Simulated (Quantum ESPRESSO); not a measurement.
# BP (F-43m): phonon deformation potentials, worked out

Wanted: the shift of the optical mode of BP (F-43m) in a strained (001) layer.

Method: DFT PBE, scalar-relativistic, plane waves, PseudoDojo norm-conserving pseudopotentials, in Quantum ESPRESSO 7.5.

## 1. The relaxed structure

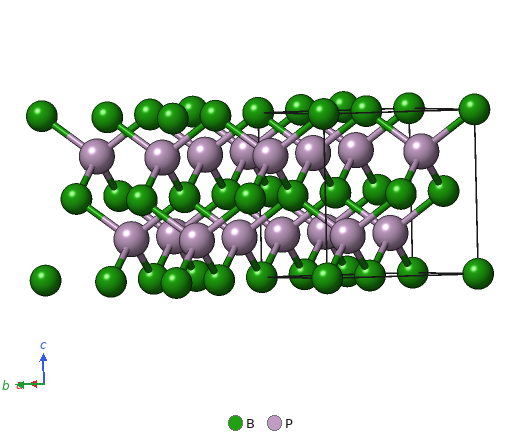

Start, viewed from a free direction; boron green, phosphorus pink. 2×2×1 cells are drawn. This picture shows the conventional cell, with its axes. Bonds to atoms that aren't drawn are left out. Some periodic images of atoms are drawn too.

This is the cell after its relaxation at this level of theory, not the database cell from which that began.

## 2. Uniaxial strain

The relaxed cell is stretched along z alone. This keeps all atoms on sites fixed by symmetry and splits the threefold mode into a singlet, polarised along z, and a doublet. The macroscopic field is left out, so these are transverse modes. Cutoff 84 Ry, k mesh 12×12×12.

From the response at ε_zz = 0.01:

Log:

```text
[banners, grids, parts of the stress and lines that vanish by symmetry left out]
Program PHONON v.7.5
     Reading xml data from directory:

[...]
Exchange-correlation= PBE
                           (   1   4   3   4   0   0   0)
[...]
kinetic-energy cut-off    =      84.0000  Ry
     charge density cut-off    =     336.0000  Ry
     convergence threshold     =      1.0E-18
[...]
Exchange-correlation= PBE
                           (   1   4   3   4   0   0   0)
[...]
q = (   0.0000000   0.0000000   0.0000000 )
      9 Sym.Ops. (with q -> -q+G )
     G cutoff =  317.3891  (  16641 G-vectors)     FFT grid: ( 36, 36, 36)
     number of k points=   163
[...]
Mode symmetry, D_2d (-42m) point group:
[...]
Representation #   1 mode #   1
[...]
End of self-consistent calculation
     Convergence has been achieved
     Representation #   2 mode #   2
[...]
End of self-consistent calculation
     Convergence has been achieved
     Representation #   3 modes #   3   4
[...]
End of self-consistent calculation
     Convergence has been achieved
     Representation #   4 modes #   5   6
[...]
End of self-consistent calculation
     Convergence has been achieved
[...]
q = (    0.000000000   0.000000000   0.000000000 )
[...]
freq (    1) =      -0.030028 [THz] =      -1.001620 [cm-1]
     freq (    2) =      -0.030028 [THz] =      -1.001620 [cm-1]
     freq (    3) =      -0.029692 [THz] =      -0.990434 [cm-1]
     freq (    4) =      23.717337 [THz] =     791.125211 [cm-1]
     freq (    5) =      23.752404 [THz] =     792.294910 [cm-1]
     freq (    6) =      23.752404 [THz] =     792.294910 [cm-1]
[...]
Mode symmetry, D_2d (-42m) point group:
     freq (   1-   1) =         -1.0  [cm-1]   --> B_2  X_3  W_2   I+R
     freq (   2-   3) =         -1.0  [cm-1]   --> E    X_5  W_3   I+R
     freq (   4-   4) =        791.1  [cm-1]   --> B_2  X_3  W_2   I+R
     freq (   5-   6) =        792.3  [cm-1]   --> E    X_5  W_3   I+R

   JOB DONE.
```

```
  ε_zz  singlet (cm⁻¹)  doublet (cm⁻¹)  σ_zz (GPa)  σ_xx (GPa)
 -0.01          808.47          807.64      -3.431      -0.764
-0.005          804.25          803.79      -1.707      -0.373
     0          799.95          799.95      -0.002      -0.002
 0.005          795.58          796.12       1.684       0.350
  0.01          791.13          792.29       3.352       0.684
```

Stress is counted positive in tension.

## 3. The fit

To first order ω² − ω₀² = p ε_zz + q (ε_xx + ε_yy) for the mode along z, and likewise for x and y. With ε_zz alone the singlet gives p and the doublet q.

The linear terms of parabolas through ω² are p = -2.17 ω₀² and q = -1.92 ω₀², with ω₀ = 800.0 cm⁻¹. Those of the stresses are C11 = 339 GPa and C12 = 72 GPa. Under hydrostatic strain p and q imply γ = −(p + 2q)/(6 ω₀²) = 1.00.

A layer held to an in-plane strain ε and free along z takes ε_zz = −2 (C12/C11) ε = -0.427 ε. To first order the singlet then shifts by (q − p C12/C11) ε / ω₀ = -1165 ε cm⁻¹. For ε = -0.006, ε_zz = 0.00256, the formulas for ω² predict 806.91 cm⁻¹ for the singlet and 807.75 cm⁻¹ for the doublet.

## 4. A biaxially strained cell

This run was no part of the fit.

Log:

```text
[banners, grids, parts of the stress and lines that vanish by symmetry left out]
[banner, memory and clock lines left out]
Program PHONON v.7.5

[...]
Exchange-correlation= PBE
                           (   1   4   3   4   0   0   0)
[...]
kinetic-energy cut-off    =      84.0000  Ry
     charge density cut-off    =     336.0000  Ry
     convergence threshold     =      1.0E-18
[...]
Exchange-correlation= PBE
                           (   1   4   3   4   0   0   0)
[...]
q = (   0.0000000   0.0000000   0.0000000 )
      9 Sym.Ops. (with q -> -q+G )
     G cutoff =  313.1568  (  16401 G-vectors)     FFT grid: ( 36, 36, 36)
     number of k points=   163
[...]
Mode symmetry, D_2d (-42m) point group:
[...]
Representation #   1 mode #   1
[...]
End of self-consistent calculation
     Convergence has been achieved
     Representation #   2 mode #   2
[...]
End of self-consistent calculation
     Convergence has been achieved
     Representation #   3 modes #   3   4
[...]
End of self-consistent calculation
     Convergence has been achieved
     Representation #   4 modes #   5   6
[...]
End of self-consistent calculation
     Convergence has been achieved
[...]
q = (    0.000000000   0.000000000   0.000000000 )
[...]
freq (    1) =      -0.023590 [THz] =      -0.786880 [cm-1]
     freq (    2) =      -0.023590 [THz] =      -0.786880 [cm-1]
     freq (    3) =      -0.023197 [THz] =      -0.773765 [cm-1]
     freq (    4) =      24.193445 [THz] =     807.006457 [cm-1]
     freq (    5) =      24.214914 [THz] =     807.722603 [cm-1]
     freq (    6) =      24.214914 [THz] =     807.722603 [cm-1]
[...]
Mode symmetry, D_2d (-42m) point group:
     freq (   1-   1) =         -0.8  [cm-1]   --> B_2  X_3  W_2   I+R
     freq (   2-   3) =         -0.8  [cm-1]   --> E    X_5  W_3   I+R
     freq (   4-   4) =        807.0  [cm-1]   --> B_2  X_3  W_2   I+R
     freq (   5-   6) =        807.7  [cm-1]   --> E    X_5  W_3   I+R
```

```
   mode  predicted (cm⁻¹)  run (cm⁻¹)
singlet            806.91      807.01
doublet            807.75      807.72
```

The stress along z is -0.002 GPa and that in the plane -2.335 GPa; the unstrained cell carries -0.002 GPa.

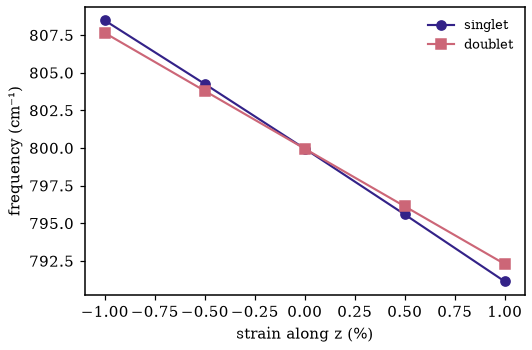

The two components under uniaxial strain.

## 5. Summary of results

- p (in units of the squared frequency): -2.167
- q (same units): -1.919
- shift of the singlet per unit of biaxial strain: -1165 cm⁻¹
- C11 and C12: 339 and 72 GPa

To first order, one per cent of tensile biaxial strain moves the singlet of BP (F-43m) by -11.6 cm⁻¹ and the doublet by -13.1 cm⁻¹; the formulas miss the test run by up to 0.10 cm⁻¹. In backscattering from (001) the mode polarised along z is the one seen in diamond and zinc-blende crystals; in a polar crystal it is the LO mode, whose potentials differ somewhat from these. The third potential, r, needs shear strain and a relaxation of the atoms, which was not run. These are harmonic values at zero temperature.

[Host names and launcher messages were left out of these logs when they were recorded.]

[Logs are printed without paths, hosts, clocks, repeated set-up lines and the standing remarks that a program may print on its own settings, such as how far it seeks lower states.]

[Hosts, paths, dates, database ids (printed as entryN), source tags and the programs' standing remarks are cut or masked in the printed files.]
